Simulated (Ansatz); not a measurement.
Input file:

```
crystal:
  lattice:
    - [-3.9105245017, 0.0, 0.0]
    - [0.0, 3.9105245017, 3.9105245017]
    - [0.0, 3.9105245017, -3.9105245017]
  atoms:
    - { symbol: Ti, position: [0.0, 0.4899501972, 0.4899501972] }
    - { symbol: Ti, position: [0.0, 0.0100498028, 0.0100498028] }
    - { symbol: Al, position: [0.5, 0.7361911107, 0.7638088893] }
    - { symbol: Al, position: [0.5, 0.2638088893, 0.2361911107] }
    - { symbol: Al, position: [0.5, 0.7361911107, 0.2361911107] }
    - { symbol: Al, position: [0.5, 0.2638088893, 0.7638088893] }
    - { symbol: Al, position: [0.0, 0.5067670287, -0.0067670287] }
    - { symbol: Al, position: [0.0, -0.0067670287, 0.5067670287] }
basis:
  ecutwfc: 520.0
kpoints:
  mp_grid: { grid: [10, 8, 8] }
hamiltonian:
  xc: lda
  pseudopotentials: { kind: paw, azcp: { folder: soft_1 } }
scf:
  occupations: { method: gaussian, width: 0.15 }
output:
  forces: true
  stress: true
  eigenvalues: true
  write_density: true
  write_potential: true
  elf: true
  volumetric_format: npy
```

Launched as:

```sh
ansatz run input.yaml --threads 4 --pin off --max-ram 8192MiB --backend cpu --events-out ev --progress --plain --runs-dir out
```

Below, planes, directions and counts refer to the conventional cell (a = 3.91 Å, b = 7.82 Å, c = 7.82 Å, α = 90.00°, β = 90.00°, γ = 90.00°).

Space group Amm2; a structure from a database of computed crystals, not necessarily the ambient phase; not relaxed (largest force 1.1 eV/Å); computed without spin polarisation; PAW files of the earlier set (soft_1).

Computed with DFT LDA, scalar-relativistic, plane waves, PAW (Ansatz 0.2.0).

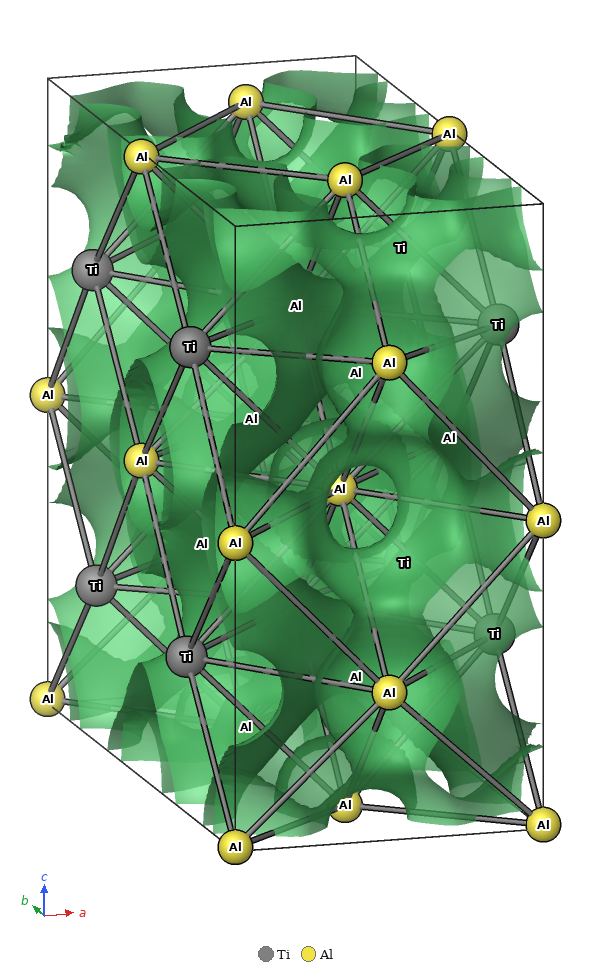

TiAl3. Isosurface of the ELF at 0.55 (green), seen slightly off an axis. Core shells and regions of very low density are left out. Sticks mark near contacts.

Core electrons are frozen (PAW), and the valence fields are smoothed inside the atomic spheres.

### Identify the bonds, lone pairs and shells in this picture.

The surface consists of one network that runs through the whole crystal, counted in one cell of 16 atoms. Any copies at cell faces, edges or corners count once. Profiles from the grid: Al–Al (2.61 Å): the ELF peaks at about 0.75 between the atoms. Ti–Al (2.71 Å): the ELF is about 0.35 at the midpoint.

### Does the calculation make it a metal, or give it a gap?

It is gapless in this calculation (a metal or semimetal).
